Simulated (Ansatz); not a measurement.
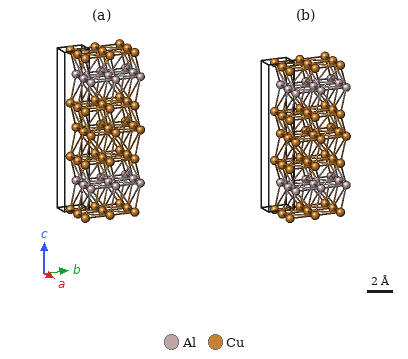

The structure of solid AlCu$_{2}$ (a generated structure, set up in P-6m2) (coarse preliminary run) before (left) and after (right) a relaxation, at one scale.

The picture is a ball-and-stick view of the cell of the calculation, repeated 3 × 3 × 1 with one cell outlined, seen slightly off an axis.

Theory: DFT PBE, scalar-relativistic, plane waves, PAW in Ansatz 0.2.0.

Input
```yaml
crystal:
  lattice:
    - [2.709979, 0.0, 0.0]
    - [-1.3549895, 2.34691066, 0.0]
    - [0.0, 0.0, 12.94703191]
  atoms:
    - { symbol: Al, position: [0.33333333, 0.66666667, 0.83333333] }
    - { symbol: Al, position: [0.33333333, 0.66666667, 0.16666667] }
    - { symbol: Cu, position: [0.33333333, 0.66666667, 0.5] }
    - { symbol: Cu, position: [0.66666667, 0.33333333, 0.0] }
    - { symbol: Cu, position: [0.66666667, 0.33333333, 0.33333333] }
    - { symbol: Cu, position: [0.66666667, 0.33333333, 0.66666667] }
basis:
  ecutwfc: 420
kpoints:
  mp_grid: { grid: [6, 6, 2] }
hamiltonian:
  xc: pbe
scf:
  occupations: { method: gaussian, width: 0.1 }
  lower_state_search: "off"
output:
  forces: true
  stress: true
  eigenvalues: true
relax:
  adjacent_minimum: "off"
  f_tol: 0.04
  max_steps: 70
  cell: { stress_tol: 0.4 }
```

Command:
```bash
ansatz run input.yaml --threads 1 --pin off --max-ram 2560MiB --backend cpu --events-out ev --progress --plain --runs-dir out
```

### What changed between the two?

The largest moves relative to the cell, 0.010 Å, are those of Al1 and Al2. Al2 goes along +c. By element the largest moves are Al 0.010 Å, Cu 0.002 Å. The drawn cell changes as follows: a = b 2.710 → 2.769 Å (+2.2 %), c 12.947 → 11.927 Å (−7.9 %); the volume changes by −3.9 %. Some distances before and after: Al1–Cu6 2.665 → 2.542 Å, Cu3–Cu5 2.665 → 2.552 Å, Al1–Cu4 2.665 → 2.559 Å, Cu3–Cu3 2.710 → 2.769 Å. The space group stays P-6m2 (No. 187). After 4 accepted moves (5 points after the start) the energy has fallen by 0.238 eV per cell of the calculation. Largest force component: 0.18 eV/Å at the start, 0.003 eV/Å at the end. Pressure: −5.46 GPa at the start and 0.05 GPa at the end. The SCF was repeated once at an unchanged geometry on a basis and grid sized afresh for the cell, which shifted the energy by 1.6 meV per cell of the calculation at most.

Limits of the set-up: the k-point mesh is coarse for a cell with partly filled bands.
